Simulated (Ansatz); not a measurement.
# From Sb to W

System: Sb (1 atom in the cell).
Method of run A: DFT r2SCAN, scalar-relativistic, plane waves, PAW, no spin polarisation (Ansatz 0.2.0).
System of run B: W (Im-3m, 1 atom in the cell).

On run A: The structure was made by swapping elements on the sites of another compound; it need not be a known phase. On run B: The structure derives from a Materials Project entry. Text and figures count atoms from 1; the logs count them from 0 in places.

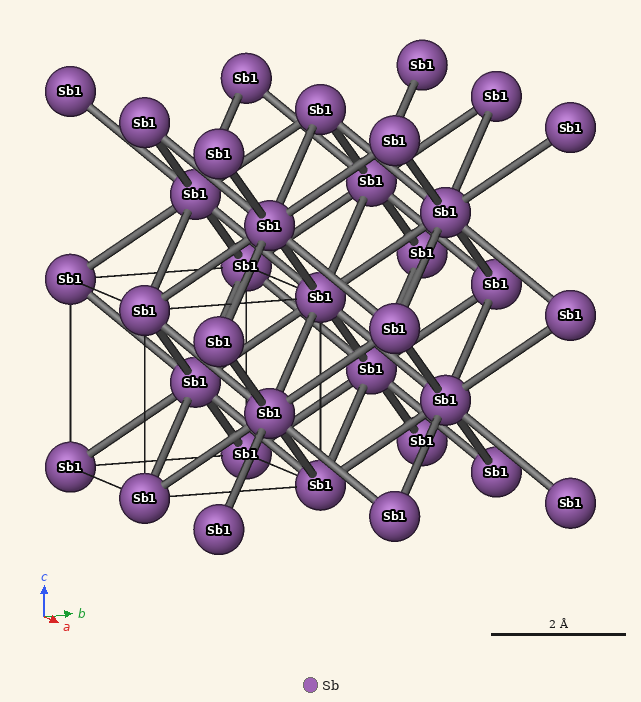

Fig. 1: The input geometry (ball-and-stick view of the cell 2 times as large as that of the calculation, set on its symmetry axes, repeated 2 × 2 × 2, seen slightly off an axis; atoms are numbered from 1 in the order of the input). An atom can appear more than once, as a periodic image.

The input, run A:
```yaml
crystal:
  lattice:
    - [-1.4263035032, 1.4263035032, 1.4263035032]
    - [1.4263035032, -1.4263035032, 1.4263035032]
    - [1.4263035032, 1.4263035032, -1.4263035032]
  atoms:
    - { symbol: Sb, position: [0.0, 0.0, 0.0] }
basis:
  ecutwfc: 500
kpoints:
  mp_grid: { grid: [10, 10, 10] }
hamiltonian:
  xc: r2scan
scf:
  occupations: { method: gaussian, width: 0.1 }
output:
  forces: true
  stress: true
  eigenvalues: true
relax:
  adjacent_minimum: "off"
  f_tol: 0.05
  max_steps: 60
  cell: { stress_tol: 0.5 }
```

Command:
```bash
ansatz run input.yaml --threads 1 --pin off --max-ram 2560MiB --backend cpu --events-out ev --progress --plain --runs-dir out
```

Hardware: 1 thread of Arm Neoverse V2, 24 GiB of memory available, shared host.

Output, shortened to warnings, some set-up lines, iterations and results (run A):
```
Basis set: ecut = 500 eV, 321 PW (Γ), exchange–correlation on 80×80×80 points (64 copies of the dense FFT grid, shifted against one another)
Symmetry: 48 space group operations
k-points: 47 of 1000
Initial density: superposition of atomic densities (neutral atoms: chi_scale 0, normalization atom), corrected by the library's trained network
[...]
SCF iter   1: F=—  HF=-6490.769323 eV  |F-HF|=—  |Δ(HF+E_count)|=         —  Δρ=1.96e-2  dr2=1.75e-2  dr2_τ=6.53e-2  ethr=1.77e-3  ⟨swp⟩=5.4  Hψ=3502  notcnv=0
SCF iter   2: F=—  HF=-6490.785454 eV  |F-HF|=—  |Δ(HF+E_count)|=   1.61e-2  Δρ=9.09e-3  dr2=3.92e-3  dr2_τ=7.21e-5  ethr=1.17e-4  ⟨swp⟩=2.0  Hψ=1227  notcnv=0  defer=26
SCF iter   3: F=—  HF=-6490.784851 eV  |F-HF|=—  |Δ(HF+E_count)|=   6.03e-4  Δρ=1.30e-3  dr2=1.53e-4  dr2_τ=6.45e-6  ethr=2.62e-5  ⟨swp⟩=2.3  Hψ=837  notcnv=0  defer=26
SCF iter   4: F=—  HF=-6490.784823 eV  |F-HF|=—  |Δ(HF+E_count)|=   2.77e-5  Δρ=6.69e-4  dr2=3.41e-5  dr2_τ=8.29e-7  ethr=1.02e-6  ⟨swp⟩=2.2  Hψ=895  notcnv=0  defer=26
SCF iter   5: F=—  HF=-6490.784844 eV  |F-HF|=—  |Δ(HF+E_count)|=   2.07e-5  Δρ=3.33e-5  dr2=5.00e-8  dr2_τ=2.17e-8  ethr=2.27e-7  ⟨swp⟩=2.0  Hψ=869  notcnv=0  defer=26
[... 84 lines ...]
SCF iter   2: F=—  HF=-6498.757522 eV  |F-HF|=—  |Δ(HF+E_count)|=   2.51e-6  Δρ=2.38e-5  dr2=6.25e-8  dr2_τ=5.97e-9  ethr=7.23e-10  ⟨swp⟩=2.7  Hψ=878  notcnv=0
SCF iter   3: F=—  HF=-6498.757523 eV  |F-HF|=—  |Δ(HF+E_count)|=   2.99e-7  Δρ=5.82e-6  dr2=1.10e-8  dr2_τ=1.22e-10  ethr=4.16e-10  ⟨swp⟩=2.0  Hψ=685  notcnv=0
SCF iter   4: F=-6498.757523 eV  HF=-6498.757523 eV  |F-HF|=1.11e-9  |Δ(HF+E_count)|=   1.37e-8  Δρ=1.53e-6  dr2=5.85e-10  dr2_τ=2.60e-11  ethr=6.67e-12  ⟨swp⟩=4.3  Hψ=2693  …
SCF 12 converged in 4 iterations: F = -6498.757523 eV  dr2 = 5.85e-10
relax step  12: F+E_penalty+E_count = -6498.75752253 eV  Δ(F+E_penalty+E_count) = -2.131e-4 eV  max|allowed force component| = 0.000e0 eV/Å  Δτ_max = 0.0000 Å  P = +0.290 GPa …
basis re-selected at this cell: Δ(F+E_penalty+E_count) = -2.131e-4 eV, ΔP = -0.001 GPa vs the last step (what re-selecting the basis moved, of the pressure what is left beyond the Pulay correction that the steps carried, after the strain that the cell walked since its last selection, with what the …
SCF converged after 4 iterations
Free energy (F): -6498.757523 eV
Harris-Foulkes:  -6498.757523 eV  (|F-HF|=1.11e-9)
Internal energy: -6498.751283 eV  (E = F + TS)
E sigma→0 (E₀):  -6498.754403 eV
Entropy (-TS):   -0.006240 eV (-6.240 meV/atom)
Fermi energy:    11.422923 eV
--- Per-component energies (eV) ---
  E_band       = -156.025040
  E_kinetic    = 205.771110
  E_local      = -1438.624175  (includes V_loc(G=0)·N_el)
  E_nonlocal   = 362.283085
  E_hartree    = 657.647527
  E_xc         = -127.162697
  E_vxc        = -102.650249  (∫ρ·V_xc dr)
  E_paw        = -4601.015546  (= ΣΔE_a)
  E_vpaw       = -505.092658  (= ΣTr[D̂ρ^β])
  E_aug_tail   = -0.000001  (compensation charges beyond the density's cutoff)
  E_vtau       = 6.992162  (kinetic-family band-sum trace: ∫τ·v_τ [+ j·A + Jᵃ·Aᵃ] dr)
  E_ewald      = -1558.156624
  E_core_change = 0.506037  (= ΣΔE_core)
  E_smearing   = -0.006240  (= −TS)
  E_closure    = 0.000000  (closes the sum)
  Σ components = -6498.757523   (vs F -6498.757523, Δ=0.00e0)
--- Forces (eV/Å), atoms counted from 1 ---
  atom   1  Sb    -0.00000000    -0.00000000    -0.00000000
  max |Σ_I F_I| component: 2.83e-31 eV/Å
--- Stress (GPa, compression-positive) ---
        0.290198      -0.000000       0.000000
       -0.000000       0.290198      -0.000000
       -0.000000      -0.000000       0.290198
  P = ⅓ Tr σ = 0.2902 GPa (2.902 kbar)
--- Relaxed structure (10 steps of the walk, 10 accepted, 2 SCFs on fresh bases) ---
  F+E_penalty+E_count = -6498.75752253 eV   max|allowed force component| = 0.000e0 eV/Å   (the final SCF, on the basis selected at the relaxed cell)
  cell:  # Å, volume = 27.0819 Å³
    - [-1.8917908998318693, 1.8917908998318693, 1.8917908998318693]
    - [1.8917908998318693, -1.8917908998318693, 1.8917908998318693]
    - [1.8917908998318693, 1.8917908998318693, -1.8917908998318693]
  atoms:
    - { symbol: Sb, position: [0.0, 0.0, 0.0] }
```

For run B the input was changed thus:
```diff
-    - [-1.4263035032, 1.4263035032, 1.4263035032]
-    - [1.4263035032, -1.4263035032, 1.4263035032]
-    - [1.4263035032, 1.4263035032, -1.4263035032]
+    - [-1.5851577801, 1.5851577801, 1.5851577801]
+    - [1.5851577801, -1.5851577801, 1.5851577801]
+    - [1.5851577801, 1.5851577801, -1.5851577801]
-    - { symbol: Sb, position: [0.0, 0.0, 0.0] }
+    - { symbol: W, position: [0.0, 0.0, 0.0] }
-  mp_grid: { grid: [10, 10, 10] }
+  mp_grid: { grid: [18, 18, 18] }
-  f_tol: 0.05
-  max_steps: 60
-  cell: { stress_tol: 0.5 }
+  f_tol: 0.005
+  max_steps: 80
+  cell: { stress_tol: 0.05 }
```

Predict how the results change.

The total energies belong to different systems, so their difference says nothing on which is more stable or more accurate. The pressure goes from 0.29 to −0.01 GPa. The volume per atom goes from 27.08 to 15.90 Å³. The SCF takes 20 iterations over all geometry steps against 70. The irreducible k-points go from 47 to 195.

Output, shortened to warnings, some set-up lines, iterations and results (run B):
```
Basis set: ecut = 500 eV, 381 PW (Γ), exchange–correlation on 96×96×96 points (64 copies of the dense FFT grid, shifted against one another)
Symmetry: 48 space group operations
k-points: 195 of 5832
Initial density: superposition of atomic densities (neutral atoms: chi_scale 0, normalization atom), corrected by the library's trained network
[...]
SCF iter   1: F=—  HF=-10397.277748 eV  |F-HF|=—  |Δ(HF+E_count)|=         —  Δρ=6.43e-3  dr2=2.26e-3  dr2_τ=5.18e-2  ethr=1.77e-3  ⟨swp⟩=5.0  Hψ=12609  notcnv=0
SCF iter   2: F=—  HF=-10397.294075 eV  |F-HF|=—  |Δ(HF+E_count)|=   1.63e-2  Δρ=3.66e-3  dr2=4.71e-4  dr2_τ=1.15e-4  ethr=1.62e-5  ⟨swp⟩=2.7  Hψ=5069  notcnv=0
SCF iter   3: F=—  HF=-10397.294663 eV  |F-HF|=—  |Δ(HF+E_count)|=   5.89e-4  Δρ=8.50e-4  dr2=2.64e-5  dr2_τ=1.42e-5  ethr=3.36e-6  ⟨swp⟩=2.5  Hψ=3083  notcnv=0
SCF iter   4: F=—  HF=-10397.294691 eV  |F-HF|=—  |Δ(HF+E_count)|=   2.81e-5  Δρ=3.55e-5  dr2=6.31e-8  dr2_τ=8.01e-8  ethr=1.89e-7  ⟨swp⟩=2.7  Hψ=3269  notcnv=0
SCF iter   5: F=-10397.294691 eV  HF=-10397.294691 eV  |F-HF|=7.70e-9  |Δ(HF+E_count)|=   1.79e-8  Δρ=1.17e-5  dr2=6.20e-9  dr2_τ=3.85e-9  ethr=4.51e-10  ⟨swp⟩=2.0  Hψ=3494  …
[... 18 lines ...]
SCF iter   1: F=—  HF=-10397.294744 eV  |F-HF|=—  |Δ(HF+E_count)|=         —  Δρ=5.87e-6  dr2=5.96e-10  dr2_τ=7.70e-9  ethr=1.63e-8  ⟨swp⟩=3.3  Hψ=18376  notcnv=0
SCF iter   2: F=—  HF=-10397.294744 eV  |F-HF|=—  |Δ(HF+E_count)|=   7.55e-7  Δρ=2.90e-6  dr2=1.40e-10  dr2_τ=2.03e-10  ethr=4.26e-12  ⟨swp⟩=3.2  Hψ=4003  notcnv=0
SCF iter   3: F=-10397.294744 eV  HF=-10397.294744 eV  |F-HF|=1.09e-11  |Δ(HF+E_count)|=  1.60e-10  Δρ=1.30e-7  dr2=1.03e-12  dr2_τ=3.81e-12  ethr=1.00e-12  ⟨swp⟩=4.8  …
SCF 4 converged in 3 iterations: F = -10397.294744 eV  dr2 = 1.03e-12
relax step   4: F+E_penalty+E_count = -10397.29474434 eV  Δ(F+E_penalty+E_count) = +1.542e-5 eV  max|allowed force component| = 0.000e0 eV/Å  Δτ_max = 0.0000 Å  P = -0.006 …
basis re-selected at this cell: Δ(F+E_penalty+E_count) = +1.542e-5 eV, ΔP = -0.001 GPa vs the last step (what re-selecting the basis moved, of the pressure what is left beyond the Pulay correction that the steps carried, after the strain that the cell walked since its last selection, with what the …
SCF converged after 3 iterations
Free energy (F): -10397.294744 eV
Harris-Foulkes:  -10397.294744 eV  (|F-HF|=1.09e-11)
Internal energy: -10397.291209 eV  (E = F + TS)
E sigma→0 (E₀):  -10397.292977 eV
Entropy (-TS):   -0.003536 eV (-3.536 meV/atom)
Fermi energy:    22.379021 eV
--- Per-component energies (eV) ---
  E_band       = -97.016544
  E_kinetic    = 450.790366
  E_local      = -601.655614  (includes V_loc(G=0)·N_el)
  E_nonlocal   = 1.003985
  E_hartree    = 216.308584
  E_xc         = -249.146113
  E_vxc        = -260.028682  (∫ρ·V_xc dr)
  E_paw        = -8593.136443  (= ΣΔE_a)
  E_vpaw       = -133.156112  (= ΣTr[D̂ρ^β])
  E_aug_tail   = -0.000056  (compensation charges beyond the density's cutoff)
  E_vtau       = 13.412427  (kinetic-family band-sum trace: ∫τ·v_τ [+ j·A + Jᵃ·Aᵃ] dr)
  E_ewald      = -1620.867968
  E_core_change = -0.587949  (= ΣΔE_core)
  E_smearing   = -0.003536  (= −TS)
  E_closure    = 0.000000  (closes the sum)
  Σ components = -10397.294744   (vs F -10397.294744, Δ=0.00e0)
--- Forces (eV/Å), atoms counted from 1 ---
  atom   1  W     -0.00000000    -0.00000000     0.00000000
  max |Σ_I F_I| component: 2.26e-32 eV/Å
--- Stress (GPa, compression-positive) ---
       -0.006083       0.000000       0.000000
       -0.000000      -0.006083      -0.000000
       -0.000000       0.000000      -0.006083
  P = ⅓ Tr σ = -0.0061 GPa (-0.061 kbar)
--- Relaxed structure (3 steps of the walk, 2 accepted, 1 SCFs on fresh bases) ---
  F+E_penalty+E_count = -10397.29474434 eV   max|allowed force component| = 0.000e0 eV/Å   (the final SCF, on the basis selected at the relaxed cell)
  cell:  # Å, volume = 15.9034 Å³
    - [-1.5842005352166681, 1.5842005352166681, 1.5842005352166681]
    - [1.5842005352166681, -1.5842005352166681, 1.5842005352166681]
    - [1.5842005352166681, 1.5842005352166681, -1.5842005352166681]
  atoms:
    - { symbol: W, position: [0.0, 0.0, 0.0] }
```

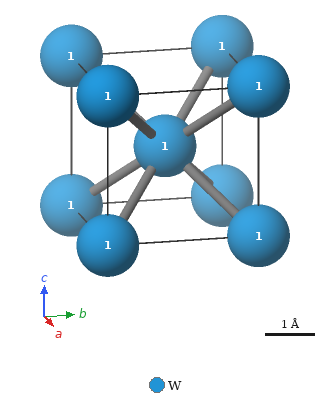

Fig. 2: The input structure of run B (ball-and-stick view of the cell 2 times as large as that of the calculation, set on its symmetry axes, seen slightly off an axis; atoms are numbered from 1 in the order of the input). An atom can appear more than once, as a periodic image.

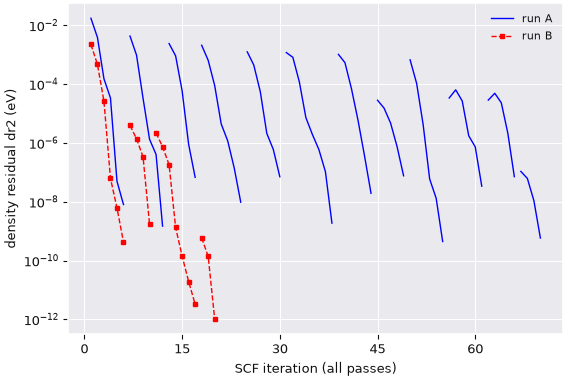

Fig. 3: Convergence of the two runs: density residual dr2 against the SCF iteration. A break in a curve parts two SCF passes. Run A takes 70 iterations in all, and run B takes 20.

The two runs side by side:

```tsv
quantity	run A	run B
outcome	converged	converged
free energy per atom (eV)	−6498.7575	−10397.2947
energy per atom, smearing taken to zero (eV)	−6498.7544	−10397.2930
gap on the mesh (eV)	0.00	0.00
pressure (GPa)	0.29	−0.01
volume per atom (Å³)	27.08	15.90
largest force (eV/Å)	0.000	0.000
SCF iterations	70	20
irreducible k-points	47	195
wall time (shared host)	17 s	19 s
```

For run B: Spin–orbit coupling is left out, which matters for W.
